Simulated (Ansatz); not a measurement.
## Energy of Ca along an even scaling of the cell

System: Ca (2 atoms in the cell).
Method: DFT, BLYP, plane waves (420 eV) with PAW, scalar-relativistic, no spin polarisation (Ansatz 0.2.0).

The 5 runs differ only in the geometry, by an even scaling of the cell at fixed fractional positions.

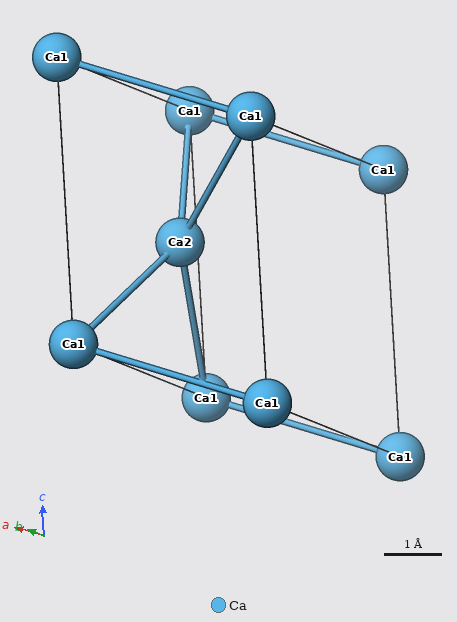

Figure 1. The structure of run 3 (ball-and-stick view of the reduced cell, seen at an oblique angle; atoms are numbered from 1 in the order of the input).

**Input of run 3**
```yaml
crystal:
  lattice:
    - [-3.398620918, 3.39977353, 1.8251298568]
    - [3.39977353, -3.398620918, 1.8251298568]
    - [3.3972192531, 3.3972192531, -1.8230188459]
  atoms:
    - { symbol: Ca, position: [0.9999843972, 1.56028e-05, 0.0] }
    - { symbol: Ca, position: [0.7500156028, 0.2499843972, 0.5] }
hamiltonian:
  xc: blyp
  pseudopotentials:
    kind: paw
    azcp:
      Ca: "pseudopotentials/Ca.paw.azcp"
basis:
  ecutwfc: 420
  fft_grid_basis: typed
kpoints:
  mp_grid: { grid: [11, 11, 7], shift: [0, 0, 0] }
magnetization:
  spin_polarized: false
scf:
  occupations: { method: fermi_dirac, width: 0.1 }
  lower_state_search: "off"
output:
  stress: true
```

Lattice vectors (Å) and fractional positions of run 3:
```
  -3.398621    3.399774    1.825130
   3.399774   -3.398621    1.825130
   3.397219    3.397219   -1.823019
Ca  0.999984  0.000016  0.000000
Ca  0.750016  0.249984  0.500000
```

Run 2 differs from it as follows:
```diff
-    - [-3.398620918, 3.39977353, 1.8251298568]
-    - [3.39977353, -3.398620918, 1.8251298568]
-    - [3.3972192531, 3.3972192531, -1.8230188459]
+    - [-3.3507466408, 3.3518830166, 1.7994203779]
+    - [3.3518830166, -3.3507466408, 1.7994203779]
+    - [3.3493647203, 3.3493647203, -1.7973391035]
```

**Results, with one run withheld**

```csv
run,volume per atom (Å³),"free energy per atom, from the lowest run given (meV)",pressure (GPa)
1,38.646,26.30,1.77
2,40.403,?,?
3,42.160,2.52,0.48
4,43.916,0.00,−0.01
5,49.186,18.49,−1.02
```

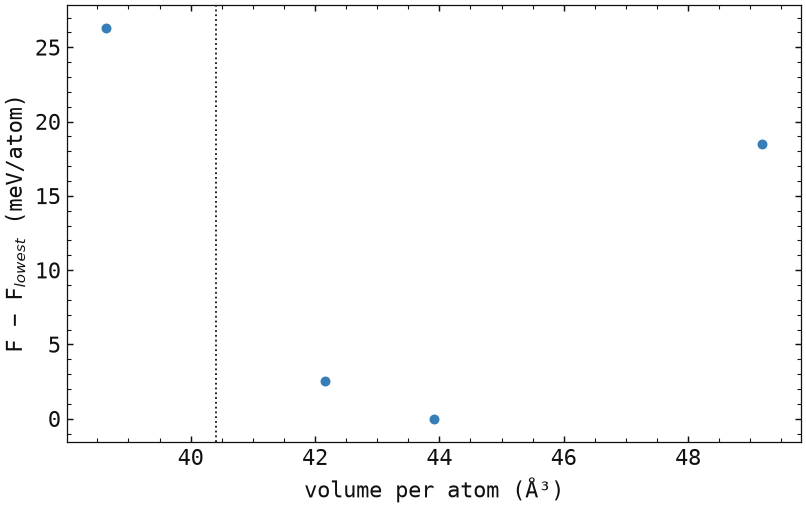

Figure 2. Free energy per atom of the runs given; the dotted line marks run 2.

Estimate the energy of run 2 from the others.

A quadratic polynomial in V^(−2/3) (the Birch–Murnaghan form), fitted to the 4 runs given, misses them by at most 0.06 meV per atom. With x = V^(−2/3) − 0.08122 Å⁻², it reads F = 0.3966 + 846.58 x + 5.2525e+05 x² (meV per atom). At run 2 it gives 10.76 meV per atom, and the run itself gives 10.90. The slope of the fit gives a pressure −dF/dV of 1.06 GPa there, and the run prints 1.06 GPa. The fit has its minimum at 43.853 Å³ per atom, where V d²F/dV² gives 11 GPa. Cell shape and fractional positions are held, so this is the stiffness under even scaling; the relaxed bulk modulus wasn't computed.

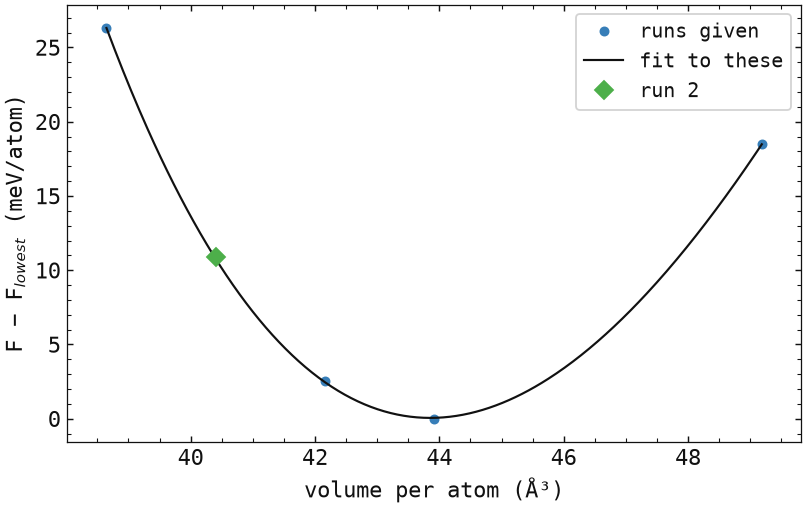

Figure 3. The fit and the withheld run.

**Output, shortened to warnings, some set-up lines, iterations and results (run 2)**
```
Basis set: ecut = 420 eV, 1567 PW (Γ), exchange–correlation on 72×72×72 points (8 copies of the dense FFT grid, shifted against one another)
Symmetry: 4 space group operations
k-points: 234 of 847
Initial density: superposition of atomic densities (neutral atoms: chi_scale 0, normalization atom), corrected by the library's trained network
[...]
SCF iter   1: F=—  HF=-3644.785011 eV  |F-HF|=—  |Δ(HF+E_count)|=         —  Δρ=3.55e-3  dr2=9.58e-3  ethr=1.77e-3  ⟨swp⟩=6.7  Hψ=21022  notcnv=0
SCF iter   2: F=—  HF=-3644.785601 eV  |F-HF|=—  |Δ(HF+E_count)|=   5.90e-4  Δρ=2.05e-3  dr2=4.01e-3  ethr=4.79e-5  ⟨swp⟩=1.7  Hψ=5779  notcnv=0
SCF iter   3: F=—  HF=-3644.786235 eV  |F-HF|=—  |Δ(HF+E_count)|=   6.33e-4  Δρ=4.99e-4  dr2=3.44e-4  ethr=2.01e-5  ⟨swp⟩=3.0  Hψ=6029  notcnv=0
SCF iter   4: F=—  HF=-3644.786369 eV  |F-HF|=—  |Δ(HF+E_count)|=   1.34e-4  Δρ=1.17e-4  dr2=1.76e-5  ethr=1.72e-6  ⟨swp⟩=2.0  Hψ=3899  notcnv=0
SCF iter   5: F=—  HF=-3644.786384 eV  |F-HF|=—  |Δ(HF+E_count)|=   1.52e-5  Δρ=3.97e-5  dr2=2.50e-6  ethr=8.82e-8  ⟨swp⟩=3.0  Hψ=5859  notcnv=0
SCF iter   6: F=—  HF=-3644.786385 eV  |F-HF|=—  |Δ(HF+E_count)|=   1.09e-6  Δρ=1.22e-5  dr2=1.97e-7  ethr=1.25e-8  ⟨swp⟩=2.1  Hψ=3975  notcnv=0
SCF iter   7: F=-3644.786385 eV  HF=-3644.786385 eV  |F-HF|=6.86e-9  |Δ(HF+E_count)|=   1.38e-7  Δρ=3.01e-6  dr2=9.80e-9  ethr=5.00e-10  ⟨swp⟩=4.3  Hψ=11202  notcnv=0
SCF 1 converged in 7 iterations: F = -3644.786385 eV  dr2 = 9.80e-9
SCF converged after 7 iterations
Free energy (F): -3644.786385 eV
Harris-Foulkes:  -3644.786385 eV  (|F-HF|=6.86e-9)
Internal energy: -3644.688842 eV  (E = F + TS)
E sigma→0 (E₀):  -3644.737613 eV
Entropy (-TS):   -0.097544 eV (-48.772 meV/atom)
Fermi energy:    5.582579 eV
--- Per-component energies (eV) ---
  E_band       = -338.246985
  E_kinetic    = 553.004117
  E_local      = -1697.368933  (includes V_loc(G=0)·N_el)
  E_nonlocal   = 129.474820
  E_hartree    = 570.365040
  E_xc         = -268.928114
  E_vxc        = -334.664987  (∫ρ·V_xc dr)
  E_paw        = -1731.869019  (= ΣΔE_a)
  E_vpaw       = -129.425181  (= ΣTr[D̂ρ^β])
  E_aug_tail   = -0.000012  (compensation charges beyond the density's cutoff)
  E_ewald      = -1199.402278
  E_core_change = 0.035537  (= ΣΔE_core)
  E_smearing   = -0.097544  (= −TS)
  E_closure    = -0.000000  (closes the sum)
  Σ components = -3644.786385   (vs F -3644.786385, Δ=0.00e0)
--- Stress (GPa, compression-positive) ---
        0.987999      -0.004121       0.002358
       -0.004121       0.987999       0.002358
        0.002358       0.002358       1.218604
  P = ⅓ Tr σ = 1.0649 GPa (10.649 kbar)
```
